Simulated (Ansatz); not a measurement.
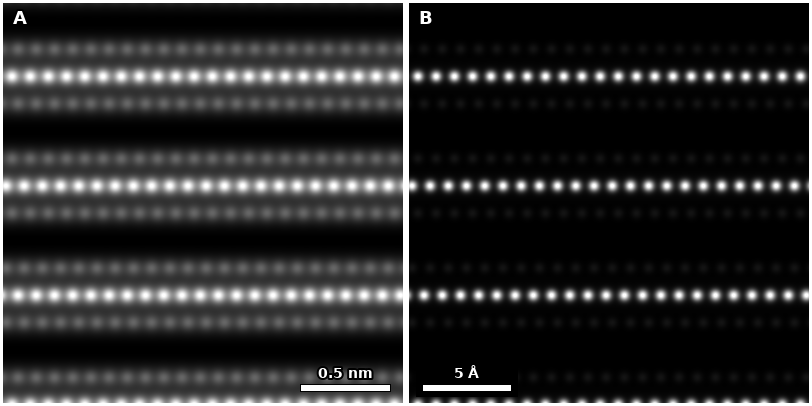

Two simulated images of the same area of WS2 (R3m, No. 160) along [310], with a probe of 0.50 Å. One is incoherent Z contrast (Z^1.7 per atom), the other the projected potential of neutral atoms blurred by the probe (iDPC-like, thin sample). Brightness is counted from the darkest point of the image. Structure used: the input geometry of an electronic-structure calculation (not necessarily at equilibrium); the starting structure was generated, so it need not be a known form of this composition.

Question: Which panel is which, and how can one tell?

Answer: B is the Z-contrast image and A the potential image. The columns of 1 S per repeat reach about 7 % of the brightest peak (1 W) in B but about 39 % in A, mainly since the potential grows much more slowly with atomic number.
